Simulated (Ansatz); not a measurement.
## Two runs on MoSi2

System: MoSi2 (3 atoms in the cell).
Method of the first run: Kohn-Sham DFT of a periodic cell, LDA, all-electron LAPW, scalar-relativistic, no spin polarisation (Ansatz 0.2.0).

The structure derives from an entry of the Crystallography Open Database. Text and figures count atoms from 1; the logs count them from 0 in places.

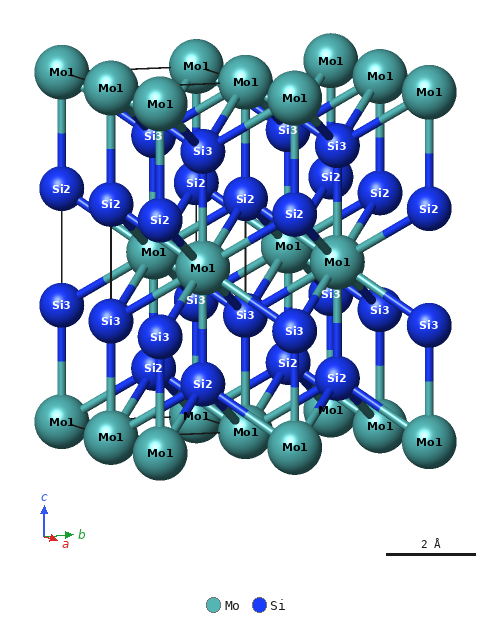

Fig. 1: The structure as given in the input (ball-and-stick view of the cell 2 times as large as that of the calculation, set on its symmetry axes, repeated 2 × 2 × 1, seen slightly off an axis; atoms are numbered from 1 in the order of the input).

## The input, the first run
```yaml
crystal:
  lattice:
    - [-1.6210550461, 1.6210550461, 3.9822230367]
    - [1.6210550461, -1.6210550461, 3.9822230367]
    - [1.6210550461, 1.6210550461, -3.9822230367]
  atoms:
    - { symbol: Mo, position: [0.0, 0.0, 0.0] }
    - { symbol: Si, position: [0.667, 0.667, 0.0] }
    - { symbol: Si, position: [0.333, 0.333, 0.0] }
kpoints:
  mp_grid: { grid: [12, 12, 12] }
scf:
  occupations: { method: fermi_dirac, width: 0.05 }
hamiltonian:
  xc: lda
  pseudopotentials: { kind: all_electron, lapw: { basis_error: 0.002 } }
output:
  forces: true
  stress: true
  eigenvalues: true
```

Command:
```bash
ansatz run input.yaml --threads 2 --pin off --max-ram 6144MiB --backend cpu --events-out ev --progress --plain --runs-dir out
```

Hardware: 2 threads of Intel Xeon (Sapphire Rapids), 32 GiB of memory available, shared host.

## Output, shortened to warnings, some set-up lines, iterations and results (the first run)
```
Basis set: ecut = 198.31215287622373 eV, 269 PW (Γ), FFT grids on a1+a3, a2+a3, a3, exchange–correlation at level 2
Symmetry: 16 space group operations
k-points: 163 of 1728
Initial density: superposition of atomic densities (chi_scale 0.1, normalization cell, long waves kept (reshape's long-wave potential 0.00 eV rms))
[...]
SCF iter   1: F=—  HF=-125797.721215 eV  |F-HF|=—  |Δ(HF+E_count)|=         —  Δρ=3.97e-2  dr2=7.88e-1  ethr=1.64e-3  ⟨swp⟩=2.0  Hψ=31372  notcnv=0
SCF iter   2: F=—  HF=-125797.202803 eV  |F-HF|=—  |Δ(HF+E_count)|=   5.18e-1  Δρ=3.16e-2  dr2=8.72e-1  ethr=1.64e-3  ⟨swp⟩=3.0  Hψ=15104  notcnv=0  defer=1
SCF iter   3: F=—  HF=-125796.859608 eV  |F-HF|=—  |Δ(HF+E_count)|=   3.43e-1  Δρ=1.37e-2  dr2=7.18e-2  ethr=1.50e-4  ⟨swp⟩=2.0  Hψ=23052  notcnv=0
SCF iter   4: F=—  HF=-125796.829756 eV  |F-HF|=—  |Δ(HF+E_count)|=         —  Δρ=4.12e-3  dr2=1.43e-2  ethr=1.50e-4  ⟨swp⟩=2.0  Hψ=13319  notcnv=0
SCF iter   5: F=—  HF=-125796.828586 eV  |F-HF|=—  |Δ(HF+E_count)|=   1.17e-3  Δρ=2.22e-3  dr2=3.44e-3  ethr=2.98e-5  ⟨swp⟩=2.1  Hψ=13673  notcnv=0
SCF iter   6: F=—  HF=-125796.826585 eV  |F-HF|=—  |Δ(HF+E_count)|=   2.00e-3  Δρ=1.13e-3  dr2=9.08e-4  ethr=7.17e-6  ⟨swp⟩=2.0  Hψ=13447  notcnv=0
SCF iter   7: F=—  HF=-125796.825912 eV  |F-HF|=—  |Δ(HF+E_count)|=   6.74e-4  Δρ=2.63e-4  dr2=4.90e-5  ethr=1.89e-6  ⟨swp⟩=2.0  Hψ=13443  notcnv=0
SCF iter   8: F=—  HF=-125796.825876 eV  |F-HF|=—  |Δ(HF+E_count)|=   3.59e-5  Δρ=3.12e-5  dr2=6.32e-7  ethr=1.02e-7  ⟨swp⟩=2.0  Hψ=13446  notcnv=0
SCF iter   9: F=—  HF=-125796.825876 eV  |F-HF|=—  |Δ(HF+E_count)|=   1.53e-7  Δρ=1.50e-5  dr2=2.12e-7  ethr=1.32e-9  ⟨swp⟩=2.0  Hψ=13446  notcnv=0
SCF iter  10: F=-125796.825876 eV  HF=-125796.825876 eV  |F-HF|=2.15e-8  |Δ(HF+E_count)|=   6.05e-8  Δρ=3.61e-6  dr2=1.23e-8  ethr=4.42e-10  ⟨swp⟩=2.0  Hψ=13444  notcnv=0
SCF 1 converged in 10 iterations: F = -125796.825876 eV  dr2 = 1.23e-8
SCF converged after 10 iterations
Free energy (F): -125796.825876 eV
Harris-Foulkes:  -125796.825876 eV  (|F-HF|=2.15e-8)
Internal energy: -125796.823415 eV  (E = F + TS)
E sigma→0 (E₀):  -125796.824645 eV
Entropy (-TS):   -0.002460 eV (-0.820 meV/atom)
Fermi energy:    17.079608 eV
--- Per-component energies (eV) ---
  E_band       = -3369.986287
  E_kinetic    = 129777.743166
  E_xc         = -4339.733388
  E_electrostatic = -251234.833194  (all electrons and nuclei)
  E_smearing   = -0.002460  (= −TS)
  E_closure    = 0.000000  (closes the sum)
  E_atoms      = -125771.101124  (free atoms, spherical and without spin; not in F)
  Σ components = -125796.825876   (vs F -125796.825876, Δ=0.00e0)
  Basis errors (estimates in eV, not in F): energy 6.5e-4 per atom: plane waves 5.7e-4 (3.0e-4 summed), levels above the bands 8.3e-44, relativity 2.2e-9, radial functions 7.8e-5, core shells 5.0e-7; eigenvalues (radial functions only) 4.1e-6; not estimated: angular momenta, meshes, grids; target …
--- Forces (eV/Å), atoms counted from 1 ---
  atom   1  Mo     0.00000000     0.00000000     0.00000000
  atom   2  Si     0.00000000    -0.00000000    -0.43071077
  atom   3  Si    -0.00000000    -0.00000000     0.43071077
  max |Σ_I F_I| component: 5.55e-17 eV/Å
--- Stress (GPa, compression-positive) ---
      -12.360570       0.000000       0.000000
        0.000000     -12.360570      -0.000000
        0.000000      -0.000000     -15.129058
  P = ⅓ Tr σ = -13.2834 GPa (-132.834 kbar)
```

For the second run the input was changed thus:
```diff
-  xc: lda
+  xc: pbesol
```

Predict how the results change.

The total energies belong to different methods, so their difference says nothing on which is more stable or more accurate. The pressure goes from −13.28 to −10.25 GPa. The largest force goes from 0.431 to 0.382 eV/Å. The functional changes from LDA to PBEsol. Along LDA, PBEsol, PBE and RPBE the binding weakens and the preferred volume grows, so the same cell is under more pressure with the later ones. The number of SCF iterations is the same.

## Output, shortened to warnings, some set-up lines, iterations and results (the second run)
```
Basis set: ecut = 198.35899771406832 eV, 269 PW (Γ), FFT grids on a1+a3, a2+a3, a3, exchange–correlation at level 2
Symmetry: 16 space group operations
k-points: 163 of 1728
Initial density: superposition of atomic densities (chi_scale 0.1, normalization cell, long waves kept (reshape's long-wave potential 0.00 eV rms))
[...]
SCF iter   1: F=—  HF=-125877.896753 eV  |F-HF|=—  |Δ(HF+E_count)|=         —  Δρ=4.08e-2  dr2=8.38e-1  ethr=1.74e-3  ⟨swp⟩=2.0  Hψ=31375  notcnv=0
SCF iter   2: F=—  HF=-125877.353476 eV  |F-HF|=—  |Δ(HF+E_count)|=   5.43e-1  Δρ=3.19e-2  dr2=8.91e-1  ethr=1.74e-3  ⟨swp⟩=3.0  Hψ=15038  notcnv=0
SCF iter   3: F=—  HF=-125877.003219 eV  |F-HF|=—  |Δ(HF+E_count)|=   3.50e-1  Δρ=1.39e-2  dr2=7.49e-2  ethr=1.57e-4  ⟨swp⟩=2.0  Hψ=22991  notcnv=0
SCF iter   4: F=—  HF=-125876.974470 eV  |F-HF|=—  |Δ(HF+E_count)|=         —  Δρ=4.18e-3  dr2=1.53e-2  ethr=1.56e-4  ⟨swp⟩=2.0  Hψ=13244  notcnv=0
SCF iter   5: F=—  HF=-125876.973039 eV  |F-HF|=—  |Δ(HF+E_count)|=   1.43e-3  Δρ=2.29e-3  dr2=3.65e-3  ethr=3.18e-5  ⟨swp⟩=2.1  Hψ=13703  notcnv=0
SCF iter   6: F=—  HF=-125876.970863 eV  |F-HF|=—  |Δ(HF+E_count)|=   2.18e-3  Δρ=1.16e-3  dr2=9.62e-4  ethr=7.61e-6  ⟨swp⟩=2.0  Hψ=13366  notcnv=0
SCF iter   7: F=—  HF=-125876.970142 eV  |F-HF|=—  |Δ(HF+E_count)|=   7.21e-4  Δρ=2.70e-4  dr2=5.14e-5  ethr=2.00e-6  ⟨swp⟩=2.0  Hψ=13363  notcnv=0
SCF iter   8: F=—  HF=-125876.970103 eV  |F-HF|=—  |Δ(HF+E_count)|=   3.89e-5  Δρ=3.25e-5  dr2=7.02e-7  ethr=1.07e-7  ⟨swp⟩=2.0  Hψ=13365  notcnv=0
SCF iter   9: F=—  HF=-125876.970103 eV  |F-HF|=—  |Δ(HF+E_count)|=   1.88e-7  Δρ=1.51e-5  dr2=2.15e-7  ethr=1.46e-9  ⟨swp⟩=2.0  Hψ=13364  notcnv=0
SCF iter  10: F=-125876.970103 eV  HF=-125876.970103 eV  |F-HF|=1.81e-8  |Δ(HF+E_count)|=   6.63e-8  Δρ=3.48e-6  dr2=1.13e-8  ethr=4.48e-10  ⟨swp⟩=2.0  Hψ=13362  notcnv=0
SCF 1 converged in 10 iterations: F = -125876.970103 eV  dr2 = 1.13e-8
SCF converged after 10 iterations
Free energy (F): -125876.970103 eV
Harris-Foulkes:  -125876.970103 eV  (|F-HF|=1.81e-8)
Internal energy: -125876.967695 eV  (E = F + TS)
E sigma→0 (E₀):  -125876.968899 eV
Entropy (-TS):   -0.002408 eV (-0.803 meV/atom)
Fermi energy:    17.232838 eV
--- Per-component energies (eV) ---
  E_band       = -3364.155175
  E_kinetic    = 129897.336784
  E_xc         = -4421.583565
  E_electrostatic = -251352.720914  (all electrons and nuclei)
  E_smearing   = -0.002408  (= −TS)
  E_closure    = 0.000000  (closes the sum)
  E_atoms      = -125851.974525  (free atoms, spherical and without spin; not in F)
  Σ components = -125876.970103   (vs F -125876.970103, Δ=0.00e0)
  Basis errors (estimates in eV, not in F): energy 6.6e-4 per atom: plane waves 5.7e-4 (3.0e-4 summed), levels above the bands 4.2e-44, relativity 2.2e-8, radial functions 9.2e-5, core shells 4.8e-7; eigenvalues (radial functions only) 4.0e-6; not estimated: angular momenta, meshes, grids; target …
--- Forces (eV/Å), atoms counted from 1 ---
  atom   1  Mo     0.00000000     0.00000000    -0.00000000
  atom   2  Si     0.00000000    -0.00000000    -0.38222540
  atom   3  Si    -0.00000000    -0.00000000     0.38222540
  max |Σ_I F_I| component: 1.11e-16 eV/Å
--- Stress (GPa, compression-positive) ---
       -9.512073       0.000000       0.000000
        0.000000      -9.512073      -0.000000
        0.000000      -0.000000     -11.721741
  P = ⅓ Tr σ = -10.2486 GPa (-102.486 kbar)
```

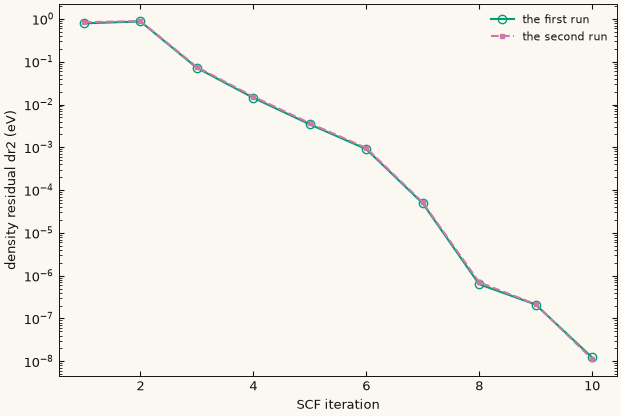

Fig. 2: Convergence of the two runs: density residual dr2 against the SCF iteration. The first run takes 10 iterations in all, and the second run takes 10.

## The two runs side by side

| quantity | the first run | the second run |
| --- | --- | --- |
| outcome | converged | converged |
| free energy per atom (eV) | −41932.2753 | −41958.9900 |
| energy per atom, smearing taken to zero (eV) | −41932.2749 | −41958.9896 |
| gap on the mesh (eV) | 0.00 | 0.00 |
| pressure (GPa) | −13.28 | −10.25 |
| largest force (eV/Å) | 0.431 | 0.382 |
| SCF iterations | 10 | 10 |
| irreducible k-points | 163 | 163 |
| plane waves at Γ | 269 | 269 |
| wall time (shared host) | 14 s | 14 s |

For the first run: The cell is under a tension of 13.3 GPa at this level, so it is not at its equilibrium volume. For the second run: The cell is under a tension of 10.2 GPa at this level, so it is not at its equilibrium volume.
